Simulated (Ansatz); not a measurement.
BaTiO₃: several calculations on one system

## 1. Relaxation

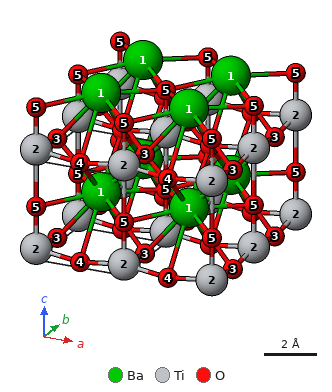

This is the input geometry for a relaxation of a crystal of BaTiO3 (set up in P4mm). Style: ball-and-stick. Shown: the cell of the calculation, repeated 2 × 2 × 2 with one cell outlined, from a free direction.

Case: biaxial strain in the a-b plane of -4.5 %; c and atoms relaxed.

Computed with DFT PBEsol, scalar-relativistic, plane waves, PAW (Ansatz).

The input:
```yaml
crystal:
  lattice:
    - [3.7774915295, 0.0, 0.0]
    - [0.0, 3.7774915295, 0.0]
    - [0.0, 0.0, 4.1532286755]
  atoms:
    - { symbol: Ba, position: [0.5, 0.5, 0.5967427913] }
    - { symbol: Ti, position: [0.0, 0.0, 0.1137862749] }
    - { symbol: O, position: [0.0, 0.5, 0.0561316277] }
    - { symbol: O, position: [0.5, 0.0, 0.0561316277] }
    - { symbol: O, position: [0.0, 0.0, 0.5372046685] }
basis:
  ecutwfc: 420
kpoints:
  mp_grid: { grid: [8, 8, 8] }
hamiltonian:
  xc: pbesol
scf:
  occupations: { method: gaussian, width: 0.02 }
output:
  forces: true
  stress: true
  eigenvalues: true
relax:
  adjacent_minimum: "off"
  f_tol: 0.008
  max_steps: 40
  cell: { stress_tol: 0.015, fix: [a, b, gamma] }
```

Run as
```bash
ansatz run input.yaml --threads 1 --pin off --max-ram 2560MiB --backend cpu --events-out ev --progress --plain --runs-dir out
```

Q: Where does the relaxation end?

A: The energy falls by 23.7 meV per atom in 12 accepted moves (16 points after the start). Largest force component: 1.1 eV/Å at the start, 0.00016 eV/Å at the end. Pressure: 18.37 GPa at the start and 6.50 GPa at the end. The SCF was repeated 4 times at an unchanged geometry on a basis and grid sized afresh for the cell, which shifted the energy by 5.2 meV per atom at most. Ba1 moves most relative to the cell: 0.100 Å along +c. By element the largest moves are Ba 0.100 Å, O 0.076 Å, Ti 0.054 Å. Cell: a = b unchanged at 3.777 Å, c 4.153 → 4.528 Å (+9.0 %). Volume +9.0 %. Some distances before and after: Ti2–O5 2.395 → 2.741 Å, Ba1–O3 2.934 → 3.203 Å, Ba1–Ti2 3.340 → 3.481 Å, Ba1–Ti2 (another image) 3.427 → 3.522 Å. Among the angles between lasting bonds that change: Ba1–O5–Ba1 169.4° → 161.1°, Ba1–O3–Ba1 80.1° → 72.3°, Ti2–O3–Ti2 165.5° → 158.7°. The space group stays P4mm (No. 99). The run took 4.6 min on 1 thread of Intel(R) Xeon(R) Platinum 8259CL CPU @ 2.50GHz (Skylake/Cascade Lake), with other jobs on the host, peak memory 0.52 GiB.

Step by step:

```csv
step,"E − E(0), meV/atom","largest force component, eV/Å","pressure, GPa","volume, Å³/atom",note
0,0.00,1.1370,18.37,11.853,
1,-13.97,0.4371,12.10,12.260,
2,-16.40,0.2438,9.85,12.433,
3,-17.00,0.1893,8.87,12.480,
4,-17.14,0.1654,8.84,12.493,
5,-17.18,0.0372,8.43,12.562,
6,-17.17,0.0021,8.42,12.571,
7,-22.41,0.0052,9.08,12.571,"same geometry, new basis"
8,-22.65,0.0124,7.55,12.765,
9,-22.38,0.0256,6.95,12.853,
10,-22.35,0.0044,6.87,12.861,
11,-23.70,0.0039,6.92,12.861,"same geometry, new basis"
12,-23.57,0.0019,6.62,12.904,
13,-23.53,0.0018,6.54,12.915,
14,-23.73,0.0017,6.54,12.915,"same geometry, new basis"
15,-23.71,0.0002,6.50,12.922,
16,-23.73,0.0002,6.50,12.922,"same geometry, new basis"
```

After the run, drawn alike:

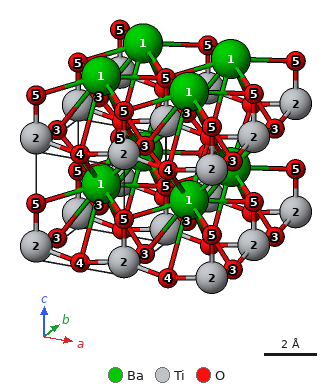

## 2. Relaxation

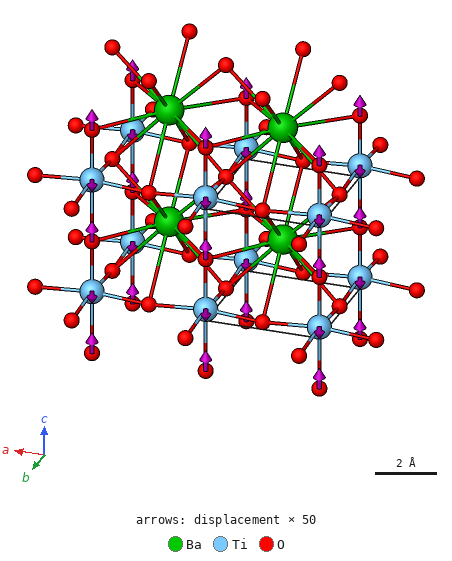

A relaxation of solid BaTiO₃ (set up in P4mm). The starting structure is drawn; purple arrows show the displacements (the part carried along by the change of the cell is left out), magnified 50 times.

Style: ball-and-stick. Shown: the cell of the calculation, repeated 2 × 1 × 2 with one cell outlined, from a free direction.

Computed with DFT PBEsol, scalar-relativistic, plane waves, PAW in Ansatz 0.2.0.

Input
```yaml
crystal:
  lattice:
    - [3.99037921, 0.0, 0.0]
    - [0.0, 3.99037921, 0.0]
    - [0.0, 0.0, 4.10265539]
  atoms:
    - { symbol: Ba, position: [0.5, 0.5, 0.58254146] }
    - { symbol: Ti, position: [0.0, 0.0, 0.1000427] }
    - { symbol: O, position: [0.0, 0.5, 0.06422054] }
    - { symbol: O, position: [0.5, 0.0, 0.06422054] }
    - { symbol: O, position: [0.0, 0.0, 0.54897175] }
basis:
  ecutwfc: 420
kpoints:
  mp_grid: { grid: [8, 8, 8] }
hamiltonian:
  xc: pbesol
scf:
  occupations: { method: gaussian, width: 0.02 }
output:
  forces: true
  stress: true
  eigenvalues: true
relax:
  adjacent_minimum: "off"
  f_tol: 0.005
  max_steps: 80
  cell: { stress_tol: 0.05 }
```

Run as
```bash
ansatz run input.yaml --threads 1 --pin off --max-ram 2560MiB --backend cpu --events-out ev --progress --plain --runs-dir out
```

Question: Which element moves most?

Answer: Oxygen: up to 0.015 Å, against 0.009 Å for titanium.

Question: What did the optimiser do to the structure, and how much energy did it gain?

Answer: O5 moves most relative to the cell: 0.015 Å along +c. Largest moves by element: O 0.015 Å, Ti 0.009 Å. Ba stays in place. The drawn cell changes as follows: a = b 3.990 → 3.955 Å (−0.9 %), c 4.103 → 4.044 Å (−1.4 %); the volume changes by −3.1 %. Some distances before and after: Ti2–O5 2.261 → 2.204 Å, Ba1–Ti2 3.531 → 3.488 Å, Ba1–O3 2.808 → 2.774 Å, Ba1–O3 (another image) 2.916 → 2.884 Å. The space group stays P4mm (No. 99). After 7 accepted moves (11 points after the start) the energy has fallen by 5.8 meV per atom. The largest force component goes from 0.17 to under 0.0001 eV/Å. Pressure: −4.66 GPa at the start and 0.00 GPa at the end. The line search rejected the trial steps at points 3, 4 of the run. The SCF was repeated twice at an unchanged geometry on a basis and grid sized afresh for the cell, which shifted the energy by 1.2 meV per atom at most.

## 3. A change

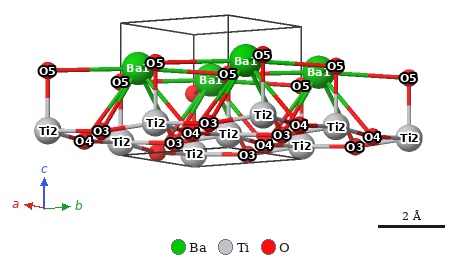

This is a crystal of BaTiO3 (set up in P4mm). The picture is a ball-and-stick view of the cell of the calculation, repeated 2 × 2 × 1 with one cell outlined, seen from a free direction.

Theory: DFT PBEsol, scalar-relativistic, plane waves, PAW in Ansatz 0.2.0. Settings: plane-wave cutoff 420 eV; k-point mesh 8 × 8 × 8; occupations gaussian; smearing width 0.02 eV; no spin polarisation.

Change: Biaxial strain in the a–b plane, +4.5 %, is applied. The c axis and the atoms are relaxed.

Input file:
```yaml
crystal:
  lattice:
    - [4.1334854956, 0.0, 0.0]
    - [0.0, 4.1334854956, 0.0]
    - [0.0, 0.0, 3.9348505368]
  atoms:
    - { symbol: Ba, position: [0.5, 0.5, 0.5768251875] }
    - { symbol: Ti, position: [0.0, 0.0, 0.0856002311] }
    - { symbol: O, position: [0.0, 0.5, 0.0675449126] }
    - { symbol: O, position: [0.5, 0.0, 0.0675449126] }
    - { symbol: O, position: [0.0, 0.0, 0.5624817462] }
basis:
  ecutwfc: 420
kpoints:
  mp_grid: { grid: [8, 8, 8] }
hamiltonian:
  xc: pbesol
scf:
  occupations: { method: gaussian, width: 0.02 }
output:
  forces: true
  stress: true
  eigenvalues: true
relax:
  adjacent_minimum: "off"
  f_tol: 0.008
  max_steps: 40
  cell: { stress_tol: 0.015, fix: [a, b, gamma] }
```

Run as
```bash
ansatz run input.yaml --threads 1 --pin off --max-ram 2560MiB --backend cpu --events-out ev --progress --plain --runs-dir out
```

Question: Predict the response.

Answer: Energy change: +44.2 meV per atom. Pressure: 0.0 GPa before, −7.9 GPa after. The principal stresses (compression positive) are 0.0 GPa along c and −11.8 GPa across it. The volume changes by +4.6 %, with a = b 3.955 → 4.133 Å (+4.5 %), c 4.044 → 3.874 Å (−4.2 %). Ti2 moves most relative to the cell: 0.099 Å along −c. By element the largest moves are Ti 0.099 Å, Ba 0.057 Å, O 0.032 Å. Some distances before and after: O–Ti 2.204 → 1.979 Å, Ba–O 2.800 → 2.923 Å, O–Ti 1.983 → 2.067 Å, O–Ti 1.840 → 1.895 Å. The space group stays P4mm (No. 99).

The changed structure in the same view:

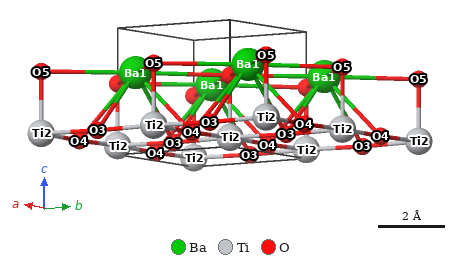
